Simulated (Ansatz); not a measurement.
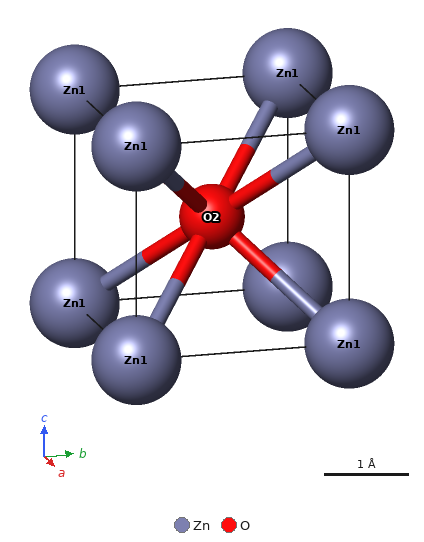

**Figure 1.** The structure (ball-and-stick view of the cell of the calculation, seen slightly off an axis; atoms are numbered from 1 in the order of the input).

## What a change does: band-structure calculation on ZnO

System: ZnO (Pm-3m, 2 atoms in the cell).
Method of the first run: DFT, r2SCAN, plane waves, PAW, no spin polarisation (Ansatz 0.2.0).

The structure was built on a prototype by a generator. The geometry comes from this level: r2SCAN. Text and figures count atoms from 1; the logs count them from 0 in places.

### Input file, the first run
```yaml
crystal:
  lattice:
    - [2.6461709597, 0.0, 0.0]
    - [0.0, 2.6461709597, 0.0]
    - [0.0, 0.0, 2.6461709597]
  atoms:
    - { symbol: Zn, position: [0.0, 0.0, 0.0] }
    - { symbol: O, position: [0.5, 0.5, 0.5] }
kpoints:
  mp_grid: { grid: [10, 10, 10] }
  band_path:
    path: [[0.0, 0.0, 0.0], [0.0, 0.5, 0.0], [0.5, 0.5, 0.0], [0.5, 0.5, 0.5]]
    npoints: 1
hamiltonian:
  xc: r2scan
scf:
  occupations: { method: fermi_dirac, width: 0.02 }
  n_extra_bands: 4
output:
  forces: true
  stress: true
  eigenvalues: true
```

Command:
```bash
ansatz run input.yaml --threads 2 --pin off --max-ram 2764MiB --backend cpu --events-out ev --progress --plain --runs-dir out
```

Hardware: 2 threads of Arm Neoverse V1, 24 GiB of memory available, shared host.

### Output, shortened to warnings, some set-up lines, iterations and results (the first run)
```
Basis set: ecut = 500 eV, 461 PW (Γ), exchange–correlation on 80×80×80 points (64 copies of the dense FFT grid, shifted against one another)
Symmetry: 48 space group operations
k-points: 56 of 1000
Initial density: superposition of atomic densities (neutral atoms: chi_scale 0, normalization atom), corrected by the library's trained network
[...]
SCF iter   1: F=—  HF=-3893.424308 eV  |F-HF|=—  |Δ(HF+E_count)|=         —  Δρ=2.47e-2  dr2=6.34e-2  dr2_τ=4.79e-2  ethr=1.77e-3  ⟨swp⟩=5.0  Hψ=3936  notcnv=0
SCF iter   2: F=—  HF=-3893.442830 eV  |F-HF|=—  |Δ(HF+E_count)|=   1.85e-2  Δρ=6.24e-3  dr2=2.41e-3  dr2_τ=1.15e-3  ethr=3.52e-4  ⟨swp⟩=2.0  Hψ=1844  notcnv=0
SCF iter   3: F=—  HF=-3893.442229 eV  |F-HF|=—  |Δ(HF+E_count)|=   6.01e-4  Δρ=4.46e-3  dr2=1.45e-3  dr2_τ=6.40e-5  ethr=1.34e-5  ⟨swp⟩=2.0  Hψ=1401  notcnv=0
SCF iter   4: F=—  HF=-3893.442400 eV  |F-HF|=—  |Δ(HF+E_count)|=   1.71e-4  Δρ=2.01e-3  dr2=8.71e-4  dr2_τ=4.51e-5  ethr=8.07e-6  ⟨swp⟩=2.1  Hψ=1317  notcnv=0
SCF iter   5: F=—  HF=-3893.442177 eV  |F-HF|=—  |Δ(HF+E_count)|=   2.23e-4  Δρ=1.42e-4  dr2=4.19e-6  dr2_τ=1.00e-6  ethr=4.84e-6  ⟨swp⟩=2.2  Hψ=1149  notcnv=0
SCF iter   6: F=—  HF=-3893.442178 eV  |F-HF|=—  |Δ(HF+E_count)|=   5.68e-7  Δρ=4.53e-5  dr2=2.81e-7  dr2_τ=1.49e-8  ethr=2.33e-8  ⟨swp⟩=2.1  Hψ=1237  notcnv=0
SCF iter   7: F=-3893.442178 eV  HF=-3893.442178 eV  |F-HF|=2.06e-9  |Δ(HF+E_count)|=   5.31e-9  Δρ=5.06e-6  dr2=2.49e-9  dr2_τ=6.98e-10  ethr=5.56e-10  ⟨swp⟩=5.2  Hψ=3408  …
SCF 1 converged in 7 iterations: F = -3893.442178 eV  dr2 = 2.49e-9
NSCF: frozen V_eff on 4 k-points
SCF converged after 7 iterations
Free energy (F): -3893.442178 eV
Harris-Foulkes:  -3893.442178 eV  (|F-HF|=2.06e-9)
Internal energy: -3893.442016 eV  (E = F + TS)
E sigma→0 (E₀):  -3893.442097 eV
Entropy (-TS):   -0.000162 eV (-0.081 meV/atom)
Fermi energy:    11.048073 eV
--- Per-component energies (eV) ---
  E_band       = 84.016452
  E_kinetic    = 307.171557
  E_local      = -1623.166909  (includes V_loc(G=0)·N_el)
  E_nonlocal   = 671.956180
  E_hartree    = 666.872136
  E_xc         = -196.535719
  E_vxc        = -157.836296  (∫ρ·V_xc dr)
  E_paw        = -2015.752843  (= ΣΔE_a)
  E_vpaw       = -457.212429  (= ΣTr[D̂ρ^β])
  E_aug_tail   = 0.000807  (compensation charges beyond the density's cutoff)
  E_vtau       = 9.358256  (kinetic-family band-sum trace: ∫τ·v_τ [+ j·A + Jᵃ·Aᵃ] dr)
  E_ewald      = -1703.772665
  E_core_change = -0.214560  (= ΣΔE_core)
  E_smearing   = -0.000162  (= −TS)
  E_closure    = -0.000000  (closes the sum)
  Σ components = -3893.442178   (vs F -3893.442178, Δ=0.00e0)
--- Forces (eV/Å), atoms counted from 1 ---
  atom   1  Zn    -0.00000000     0.00000000     0.00000000
  atom   2  O      0.00000000    -0.00000000     0.00000000
  max |Σ_I F_I| component: 1.45e-29 eV/Å
--- Stress (GPa, compression-positive) ---
       -0.054018       0.000000      -0.000000
        0.000000      -0.054018       0.000000
        0.000000       0.000000      -0.054018
  P = ⅓ Tr σ = -0.0540 GPa (-0.540 kbar)
```

For the second run the input was changed thus:
```diff
-  xc: r2scan
+  xc: pbe
```

Predict how the results change.

The total energies belong to different methods, so their difference says nothing on which is more stable or more accurate. The pressure goes from −0.05 to 8.32 GPa. The functional changes from r2SCAN to PBE. The SCF takes 6 iterations against 7. The default cutoff goes from 500 to 420 eV with the change. The plane waves at Γ go from 461 to 365.

### Output, shortened to warnings, some set-up lines, iterations and results (the second run)
```
Basis set: ecut = 420 eV, 365 PW (Γ), exchange–correlation on 36×36×36 points (8 copies of the dense FFT grid, shifted against one another)
Symmetry: 48 space group operations
k-points: 56 of 1000
Initial density: superposition of atomic densities (neutral atoms: chi_scale 0, normalization atom), corrected by the library's trained network
[...]
SCF iter   1: F=—  HF=-3885.367968 eV  |F-HF|=—  |Δ(HF+E_count)|=         —  Δρ=2.91e-3  dr2=1.28e-3  ethr=1.77e-3  ⟨swp⟩=5.2  Hψ=3886  notcnv=0
SCF iter   2: F=—  HF=-3885.368373 eV  |F-HF|=—  |Δ(HF+E_count)|=   4.05e-4  Δρ=7.82e-4  dr2=7.92e-5  ethr=7.10e-6  ⟨swp⟩=2.2  Hψ=1718  notcnv=0
SCF iter   3: F=—  HF=-3885.368318 eV  |F-HF|=—  |Δ(HF+E_count)|=   5.46e-5  Δρ=2.04e-4  dr2=4.31e-6  ethr=4.40e-7  ⟨swp⟩=2.7  Hψ=1209  notcnv=0
SCF iter   4: F=—  HF=-3885.368321 eV  |F-HF|=—  |Δ(HF+E_count)|=   3.25e-6  Δρ=6.39e-5  dr2=2.46e-7  ethr=2.39e-8  ⟨swp⟩=2.1  Hψ=1143  notcnv=0
SCF iter   5: F=-3885.368322 eV  HF=-3885.368322 eV  |F-HF|=1.09e-8  |Δ(HF+E_count)|=   3.39e-7  Δρ=1.23e-5  dr2=1.40e-8  ethr=1.37e-9  ⟨swp⟩=2.1  Hψ=1195  notcnv=0
SCF iter   6: F=-3885.368322 eV  HF=-3885.368322 eV  |F-HF|=3.32e-10  |Δ(HF+E_count)|=   1.99e-9  Δρ=1.85e-6  dr2=2.94e-10  ethr=7.80e-11  ⟨swp⟩=2.3  Hψ=2483  notcnv=0
SCF 1 converged in 6 iterations: F = -3885.368322 eV  dr2 = 2.94e-10
NSCF: frozen V_eff on 4 k-points
SCF converged after 6 iterations
Free energy (F): -3885.368322 eV
Harris-Foulkes:  -3885.368322 eV  (|F-HF|=3.32e-10)
Internal energy: -3885.368161 eV  (E = F + TS)
E sigma→0 (E₀):  -3885.368241 eV
Entropy (-TS):   -0.000161 eV (-0.080 meV/atom)
Fermi energy:    11.376609 eV
--- Per-component energies (eV) ---
  E_band       = 93.622140
  E_kinetic    = 306.616295
  E_local      = -1615.969242  (includes V_loc(G=0)·N_el)
  E_nonlocal   = 668.298485
  E_hartree    = 660.924507
  E_xc         = -210.292833
  E_vxc        = -145.472831  (∫ρ·V_xc dr)
  E_paw        = -1991.174725  (= ΣΔE_a)
  E_vpaw       = -441.701769  (= ΣTr[D̂ρ^β])
  E_aug_tail   = 0.002017  (compensation charges beyond the density's cutoff)
  E_ewald      = -1703.772665
  E_smearing   = -0.000161  (= −TS)
  E_closure    = 0.000000  (closes the sum)
  Σ components = -3885.368322   (vs F -3885.368322, Δ=0.00e0)
--- Forces (eV/Å), atoms counted from 1 ---
  atom   1  Zn    -0.00000000     0.00000000     0.00000000
  atom   2  O     -0.00000000    -0.00000000     0.00000000
  max |Σ_I F_I| component: 3.68e-30 eV/Å
--- Stress (GPa, compression-positive) ---
        8.323584       0.000000       0.000000
       -0.000000       8.323584       0.000000
        0.000000       0.000000       8.323584
  P = ⅓ Tr σ = 8.3236 GPa (83.236 kbar)
```

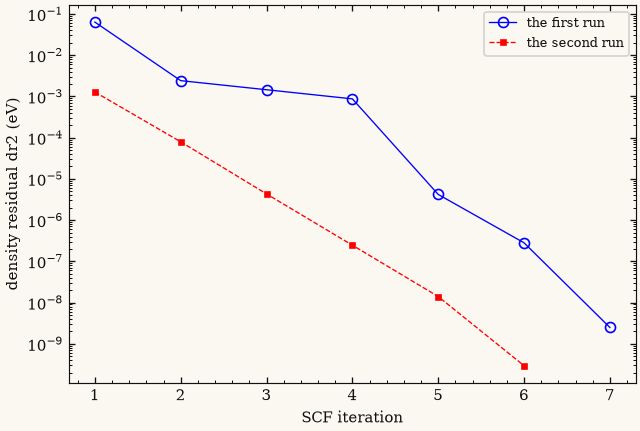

**Figure 2.** Convergence of the two runs: density residual dr2 against the SCF iteration. The first run takes 7 iterations in all, and the second run takes 6.

### The two runs side by side

```tsv
quantity	the first run	the second run
outcome	converged	converged
free energy per atom (eV)	−1946.7211	−1942.6842
gap on the mesh (eV)	0.00	0.00
pressure (GPa)	−0.05	8.32
largest force (eV/Å)	0.000	0.000
SCF iterations	7	6
irreducible k-points	56	56
plane waves at Γ	461	365
wall time (shared host)	1.7 s	0.82 s
```

For the second run: The cell is under a pressure of 8.3 GPa at this level, so it is not at its equilibrium volume.
